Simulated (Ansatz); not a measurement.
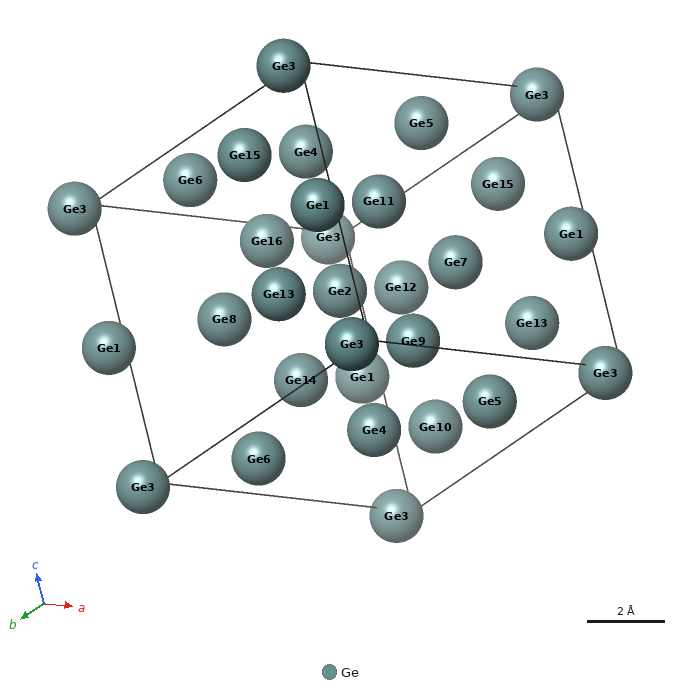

Fig. 1: The structure as given in the input (spheres-only view of the cell of the calculation, seen at an oblique angle; atoms are numbered from 1 in the order of the input). An atom can appear more than once, as a periodic image.

## Single-point calculation of Ge

Ge (P6₃/mmc, 16 atoms in the cell), computed with DFT PBEsol, scalar-relativistic, plane waves, PAW, no spin polarisation (Ansatz 0.2.0).

The structure derives from a Materials Project entry. It belongs to a series of runs on one base structure; here: the relaxed cell repeated 4 times, on the trajectory's mesh. Figures and captions count atoms from 1; the log counts them from 0 in places.

## What the program printed
```
Engine: ansatz 0.2.0, x86_64-unknown-linux-gnu
Pseudopotentials: kind: paw
Pseudopotential: Ge, paw, valence charge 14, recommended cutoff 420 eV (normal), Ge.paw.azcp
Functional definition: PBEsol
  exchange = pbesol_x
  correlation = pbesol_c
Crystal: 16 atoms, lattice volume = 312.118 Å³
Basis set: ecut = 420 eV, 6105 PW (Γ), exchange–correlation on 100×100×108 points (8 copies of the dense FFT grid, shifted against one another)
Bands: 135, of which v1, the nominal top of the filled ones, is band 112 counted from 1 (111 counted from 0)
Symmetry: 1 space group operations
k-points: 32 of 64 (time reversal used)
Non-local potential: Ge, projectors of the file, l = 0: 2, l = 1: 2, l = 2: 3, l = 3: 1
PAW form: soft (Blöchl's): semilocal exchange-correlation on the pseudo side does not see the compensation charge
PAW frozen core: Ge, regenerated for the run's functional, and the local potential with it (the file was generated under x = pbe(κ = 0.804, μ = 0.2195149727645171), c = pbe(β = 0.06672455060314922))
PAW one-centre angular grid: Ge, 590 points (default); XC on 64 Gauss nodes
Initial density: superposition of atomic densities (neutral atoms: chi_scale 0, normalization atom), corrected by the library's trained network
Initial wavefunctions: pseudopotential atomic-orbital guess
Functional: x = pbesol(κ = 0.804, μ = 0.12345679012345678), c = pbesol(β = 0.046)
SCF iter   1: F=—  HF=-68052.297184 eV  |F-HF|=—  |Δ(HF+E_count)|=         —  Δρ=2.51e-3  dr2=2.08e-2  ethr=1.77e-3  ⟨swp⟩=5.7  Hψ=15072  notcnv=0  defer=47
preconditioner: auto → Kerker (q_TF=auto, 2.582 Å⁻¹)  [metal: Δε(μ)=0.028 eV  Ē_g=22.188 eV  σ=0.100 eV  W_gap=0.16  n_scr=90 (ndim 8)  ℏωp=31.5 eV  f_vac=0.000  D(μ)=6.65/eV (n_scr^D=44)]
SCF iter   2: F=—  HF=-68052.284681 eV  |F-HF|=—  |Δ(HF+E_count)|=   1.25e-2  Δρ=1.45e-3  dr2=8.13e-3  ethr=9.29e-6  ⟨swp⟩=2.9  Hψ=9153  notcnv=0  defer=54
SCF iter   3: F=—  HF=-68052.283542 eV  |F-HF|=—  |Δ(HF+E_count)|=   1.14e-3  Δρ=5.32e-4  dr2=1.20e-3  ethr=3.63e-6  ⟨swp⟩=2.0  Hψ=4800  notcnv=0  defer=54
SCF iter   4: F=—  HF=-68052.283323 eV  |F-HF|=—  |Δ(HF+E_count)|=   2.19e-4  Δρ=1.05e-4  dr2=3.00e-5  ethr=5.35e-7  ⟨swp⟩=2.0  Hψ=4862  notcnv=0  defer=54
SCF iter   5: F=—  HF=-68052.283209 eV  |F-HF|=—  |Δ(HF+E_count)|=   1.14e-4  Δρ=3.30e-5  dr2=3.99e-6  ethr=1.34e-8  ⟨swp⟩=2.0  Hψ=7410  notcnv=0  defer=54
SCF iter   6: F=—  HF=-68052.283206 eV  |F-HF|=—  |Δ(HF+E_count)|=   2.95e-6  Δρ=1.82e-5  dr2=9.82e-7  ethr=1.78e-9  ⟨swp⟩=2.0  Hψ=7419  notcnv=0  defer=54
SCF iter   7: F=-68052.283206 eV  HF=-68052.283206 eV  |F-HF|=7.30e-8  |Δ(HF+E_count)|=   4.90e-8  Δρ=4.54e-6  dr2=7.49e-8  ethr=4.46e-11  ⟨swp⟩=6.8  Hψ=20461  notcnv=0
SCF 1 converged in 7 iterations: F = -68052.283206 eV  dr2 = 7.49e-8
  greatest PAW one-centre occupation: 0.998 electrons in one spin orbital (limit 2), on the Ge atom at site 5 (counted from 0), in its partial waves of l = 2
```

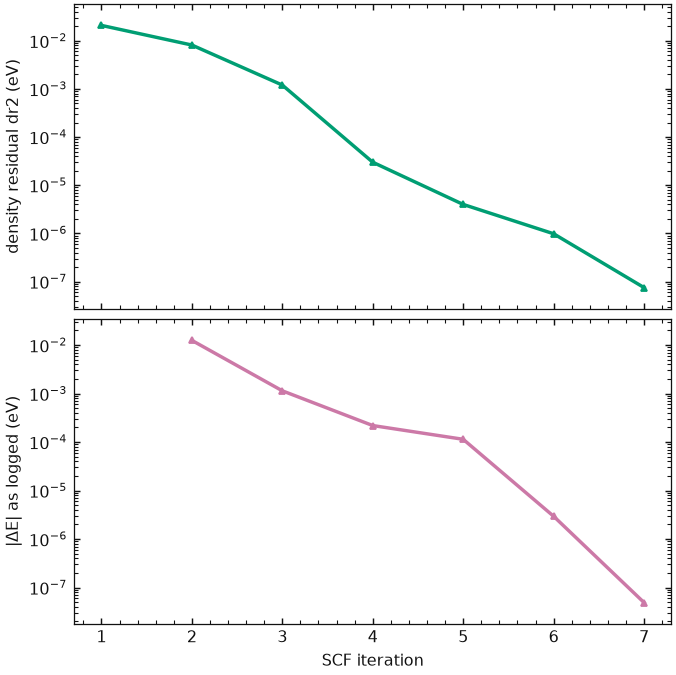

Fig. 2: Convergence of the self-consistent field: density residual dr2 and size of the energy change against the SCF iteration. The residual falls at every step.

```
SCF converged after 7 iterations
Free energy (F): -68052.283206 eV
Harris-Foulkes:  -68052.283206 eV  (|F-HF|=7.30e-8)
Internal energy: -68052.249579 eV  (E = F + TS)
E sigma→0 (E₀):  -68052.266393 eV
Entropy (-TS):   -0.033627 eV (-2.102 meV/atom)
Fermi energy:    10.269893 eV
--- Per-component energies (eV) ---
  E_band       = -1972.381436
  E_kinetic    = 1776.689364
  E_local      = -35597.492475  (includes V_loc(G=0)·N_el)
  E_nonlocal   = 6688.162724
  E_hartree    = 15571.906470
  E_xc         = -1202.558693
  E_vxc        = -1038.499296  (∫ρ·V_xc dr)
  E_paw        = -31629.447842  (= ΣΔE_a)
  E_vpaw       = -4945.051431  (= ΣTr[D̂ρ^β])
  E_aug_tail   = 0.005145  (compensation charges beyond the density's cutoff)
  E_ewald      = -23674.201251
  E_core_change = 14.686980  (= ΣΔE_core)
  E_smearing   = -0.033627  (= −TS)
  E_closure    = -0.000000  (closes the sum)
  Σ components = -68052.283206   (vs F -68052.283206, Δ=0.00e0)
--- Forces (eV/Å), atoms counted from 1 ---
  atom   1  Ge     0.00000005    -0.00000666     0.00002881
  atom   2  Ge    -0.00000002    -0.00000647     0.00002872
  atom   3  Ge     0.00000017    -0.00000671     0.00002876
  atom   4  Ge    -0.00000016    -0.00000667     0.00002871
  atom   5  Ge     0.00000005     0.00000667     0.00002881
  atom   6  Ge    -0.00000007     0.00000652     0.00002877
  atom   7  Ge    -0.00000012     0.00000666     0.00002876
  atom   8  Ge     0.00000013     0.00000675     0.00002877
  atom   9  Ge     0.00000006    -0.01609541    -0.00002862
  atom  10  Ge     0.00000000    -0.01609537    -0.00002872
  atom  11  Ge     0.00000009    -0.01609502    -0.00002875
  atom  12  Ge     0.00000000    -0.01609498    -0.00002859
  atom  13  Ge    -0.00000006     0.01609515    -0.00002885
  atom  14  Ge    -0.00000002     0.01609487    -0.00002879
  atom  15  Ge    -0.00000025     0.01609539    -0.00002881
  atom  16  Ge     0.00000020     0.01609536    -0.00002878
  max |Σ_I F_I| component: 1.97e-7 eV/Å
--- Stress (GPa, compression-positive) ---
        0.101461      -0.000000       0.000000
       -0.000000       0.621129       0.000000
        0.000000       0.000000      -0.965078
  P = ⅓ Tr σ = -0.0808 GPa (-0.808 kbar)
--- Band table (eV; the first three rows and the last of 32) ---
  k-point 0: bands = ["-14.4238", "-14.4111", "-14.4085", "-14.4056", "-14.4056", "-14.4051", "-14.4007", "-14.3962", "-14.3962", "-14.3847", "-14.3833", "-14.3721", "-14.3721", "-14.3721", "-14.3582", "-14.3530", "-14.3456", "-14.3456", "-14.3338", "-14.3338", "-14.3267", "-14.3266", "-14.3219", "-14.3153", "-14.3049", "-14.3018", "-14.3018", "-14.3006", "-14.2984", "-14.2954", "-14.2945", "-14.2938", "-14.2938", "-14.2888", "-14.2811", "-14.2811", "-14.2811", "-14.2811", "-14.2769", "-14.2769", "-14.2758", "-14.2689", "-14.2684", "-14.2664", "-14.2643", "-14.2643", "-14.2626", "-14.2568", "-14.2568", "-14.2544", "-14.2533", "-14.2527", "-14.2517", "-14.2517", "-14.2510", "-14.2430", "-14.2428", "-14.2426", "-14.2426", "-14.2418", "-14.2374", "-14.2365", "-14.2365", "-14.2240", "-14.2223", "-14.2223", "-14.2157", "-14.2080", "-14.2036", "-14.2036", "-14.1917", "-14.1890", "-14.1811", "-14.1806", "-14.1806", "-14.1665", "-14.1665", "-14.1535", "-14.1515", "-14.1388", "-2.4733", "-0.8990", "-0.3715", "-0.3715", "0.8974", "0.8974", "1.1139", "1.3764", "1.8738", "2.4144", "2.4144", "2.7806", "3.3283", "3.8238", "3.8238", "5.7095", "6.1701", "6.1701", "6.5346", "7.0987", "7.4518", "7.4518", "7.7424", "8.3957", "8.5802", "8.5802", "9.1124", "9.1124", "9.8363", "9.8825", "9.9471", "10.5518", "10.6316", "10.6316", "10.6316", "10.6316", "11.0507", "11.0943", "12.4809", "12.5230", "12.5852", "13.2793", "13.3697", "13.3697", "14.0539", "14.0539", "14.1317", "14.6428", "14.6758", "15.0339", "15.0339", "15.0789", "15.1538", "15.3358", "15.3358"]
  k-point 1: bands = ["-14.4153", "-14.4153", "-14.4060", "-14.4060", "-14.3939", "-14.3939", "-14.3898", "-14.3898", "-14.3864", "-14.3864", "-14.3810", "-14.3810", "-14.3769", "-14.3769", "-14.3750", "-14.3750", "-14.3508", "-14.3508", "-14.3279", "-14.3279", "-14.3257", "-14.3257", "-14.3196", "-14.3196", "-14.3110", "-14.3110", "-14.3096", "-14.3096", "-14.3049", "-14.3049", "-14.2974", "-14.2974", "-14.2965", "-14.2965", "-14.2846", "-14.2846", "-14.2818", "-14.2818", "-14.2797", "-14.2797", "-14.2722", "-14.2722", "-14.2663", "-14.2663", "-14.2641", "-14.2641", "-14.2527", "-14.2527", "-14.2511", "-14.2511", "-14.2496", "-14.2496", "-14.2485", "-14.2485", "-14.2440", "-14.2440", "-14.2373", "-14.2373", "-14.2345", "-14.2345", "-14.2288", "-14.2288", "-14.2245", "-14.2245", "-14.2096", "-14.2096", "-14.2089", "-14.2089", "-14.1988", "-14.1988", "-14.1966", "-14.1966", "-14.1901", "-14.1901", "-14.1808", "-14.1808", "-14.1683", "-14.1683", "-14.1453", "-14.1453", "-1.8694", "-1.8694", "-0.5535", "-0.5535", "1.4190", "1.4190", "1.5907", "1.5907", "1.9436", "1.9436", "2.0900", "2.0900", "4.3251", "4.3251", "4.7483", "4.7483", "5.4332", "5.4332", "6.7840", "6.7840", "7.0153", "7.0153", "8.1793", "8.1793", "8.8908", "8.8908", "9.1609", "9.1609", "9.4478", "9.4478", "10.2783", "10.2783", "10.3647", "10.3647", "11.1069", "11.1069", "12.2454", "12.2454", "12.3526", "12.3526", "12.6376", "12.6376", "12.9006", "12.9006", "13.4832", "13.4832", "14.5232", "14.5232", "15.0843", "15.0843", "15.3797", "15.3797", "15.7499", "15.7499", "15.8894"]
  k-point 2: bands = ["-14.4238", "-14.4111", "-14.4085", "-14.4056", "-14.4056", "-14.4051", "-14.4007", "-14.3962", "-14.3962", "-14.3847", "-14.3833", "-14.3721", "-14.3721", "-14.3721", "-14.3582", "-14.3530", "-14.3456", "-14.3456", "-14.3338", "-14.3338", "-14.3267", "-14.3266", "-14.3219", "-14.3153", "-14.3049", "-14.3018", "-14.3018", "-14.3006", "-14.2984", "-14.2954", "-14.2945", "-14.2938", "-14.2938", "-14.2888", "-14.2811", "-14.2811", "-14.2811", "-14.2811", "-14.2769", "-14.2769", "-14.2758", "-14.2689", "-14.2684", "-14.2664", "-14.2643", "-14.2643", "-14.2626", "-14.2568", "-14.2568", "-14.2544", "-14.2533", "-14.2527", "-14.2517", "-14.2517", "-14.2510", "-14.2430", "-14.2428", "-14.2426", "-14.2426", "-14.2418", "-14.2374", "-14.2365", "-14.2365", "-14.2240", "-14.2223", "-14.2223", "-14.2157", "-14.2080", "-14.2036", "-14.2036", "-14.1917", "-14.1890", "-14.1811", "-14.1806", "-14.1806", "-14.1665", "-14.1665", "-14.1535", "-14.1515", "-14.1388", "-2.4733", "-0.8990", "-0.3715", "-0.3715", "0.8974", "0.8974", "1.1139", "1.3764", "1.8738", "2.4144", "2.4144", "2.7806", "3.3283", "3.8238", "3.8238", "5.7095", "6.1701", "6.1701", "6.5346", "7.0987", "7.4518", "7.4518", "7.7424", "8.3957", "8.5802", "8.5802", "9.1124", "9.1124", "9.8363", "9.8825", "9.9471", "10.5518", "10.6316", "10.6316", "10.6316", "10.6316", "11.0507", "11.0943", "12.4809", "12.5230", "12.5852", "13.2793", "13.3697", "13.3697", "14.0539", "14.0539", "14.1317", "14.6428", "14.6758", "15.0339", "15.0339", "15.0789", "15.1538", "15.3358", "15.3358"]
  k-point 31: bands = ["-14.4229", "-14.4151", "-14.4110", "-14.4110", "-14.4064", "-14.4043", "-14.4036", "-14.3918", "-14.3918", "-14.3866", "-14.3759", "-14.3702", "-14.3702", "-14.3629", "-14.3518", "-14.3518", "-14.3473", "-14.3448", "-14.3448", "-14.3371", "-14.3249", "-14.3212", "-14.3132", "-14.3132", "-14.3128", "-14.3063", "-14.3052", "-14.3023", "-14.3023", "-14.2984", "-14.2943", "-14.2882", "-14.2882", "-14.2867", "-14.2831", "-14.2831", "-14.2786", "-14.2777", "-14.2777", "-14.2774", "-14.2726", "-14.2726", "-14.2722", "-14.2699", "-14.2640", "-14.2640", "-14.2611", "-14.2586", "-14.2586", "-14.2570", "-14.2563", "-14.2548", "-14.2548", "-14.2546", "-14.2500", "-14.2476", "-14.2476", "-14.2453", "-14.2443", "-14.2354", "-14.2354", "-14.2299", "-14.2288", "-14.2278", "-14.2278", "-14.2261", "-14.2243", "-14.2083", "-14.2071", "-14.2071", "-14.1848", "-14.1826", "-14.1826", "-14.1805", "-14.1766", "-14.1594", "-14.1548", "-14.1548", "-14.1484", "-14.1459", "-2.4416", "-0.5679", "-0.5012", "-0.5012", "0.2359", "1.0932", "1.0932", "1.1199", "2.5343", "2.5652", "2.5652", "2.9942", "3.0997", "3.7301", "3.7301", "5.9953", "5.9953", "6.2551", "6.5218", "7.2782", "7.2782", "7.2946", "8.1111", "8.1719", "8.3473", "8.3473", "9.1394", "9.1394", "9.2266", "9.2773", "10.0320", "10.7346", "10.7346", "10.9856", "11.6126", "11.6152", "11.6364", "11.6364", "12.0392", "12.2843", "12.3507", "12.8554", "12.8554", "13.0310", "13.0310", "13.2919", "13.4584", "13.6284", "14.3167", "15.0705", "15.1308", "15.1308", "15.6830", "16.1582", "16.1582"]
```

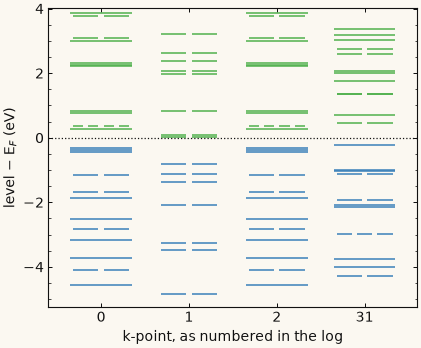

Fig. 3: Kohn–Sham levels near the Fermi level (dotted) at the few k-points that the log prints; levels within 0.02 eV of each other stand side by side. The system is metallic on the full mesh.

This output came from the following input.

## Input file
```yaml
crystal:
  lattice:
    - [3.7970528725, 0.0, -6.249342533]
    - [3.7970528725, 0.0, 6.249342533]
    - [-3.7970528725, -6.5766884943, 0.0]
  atoms:
    - { symbol: Ge, position: [0.964425722, 0.035574278, 0.5] }
    - { symbol: Ge, position: [0.464425722, 0.535574278, 0.5] }
    - { symbol: Ge, position: [0.964425722, 0.035574278, 1.0] }
    - { symbol: Ge, position: [0.464425722, 0.535574278, 1.0] }
    - { symbol: Ge, position: [0.714425722, 0.285574278, 0.0] }
    - { symbol: Ge, position: [0.214425722, 0.785574278, 0.0] }
    - { symbol: Ge, position: [0.714425722, 0.285574278, 0.5] }
    - { symbol: Ge, position: [0.214425722, 0.785574278, 0.5] }
    - { symbol: Ge, position: [0.4227576113, 0.2439090553, 0.1666666667] }
    - { symbol: Ge, position: [0.9227576113, 0.7439090553, 0.1666666667] }
    - { symbol: Ge, position: [0.4227576113, 0.2439090553, 0.6666666667] }
    - { symbol: Ge, position: [0.9227576113, 0.7439090553, 0.6666666667] }
    - { symbol: Ge, position: [0.0060909447, 0.3272423887, 0.3333333333] }
    - { symbol: Ge, position: [0.5060909447, 0.8272423887, 0.3333333333] }
    - { symbol: Ge, position: [0.0060909447, 0.3272423887, 0.8333333333] }
    - { symbol: Ge, position: [0.5060909447, 0.8272423887, 0.8333333333] }
  symmetry: { detect: false }
basis:
  ecutwfc: 420
kpoints:
  mp_grid: { grid: [4, 4, 4], shift: [0.5, 0.5, 0.5] }
hamiltonian:
  xc: pbesol
scf:
  occupations: { method: gaussian, width: 0.1 }
output:
  forces: true
  stress: true
  eigenvalues: true
```

Launch command:
```bash
ansatz run input.yaml --threads 4 --pin off --max-ram 9216MiB --backend cpu --events-out ev --progress --plain --runs-dir out
```

## Results in brief

- outcome: converged
- space group (tolerance 0.01 Å): P6₃/mmc (194)
- electrons treated: 224
- free energy: −68052.2832 eV
- Fermi energy: 10.270 eV
- gap on the k-point mesh: none (metallic)
- pressure: −0.08 GPa
- largest force (length of the vector): 0.016 eV/Å
- hardware: 4 threads of Intel Xeon @ 2.50GHz (Skylake/Cascade Lake), 189 GiB of memory available, shared host
- wall time: 54 s (CPU time 3.5 min)
- peak memory: 1.7 GiB
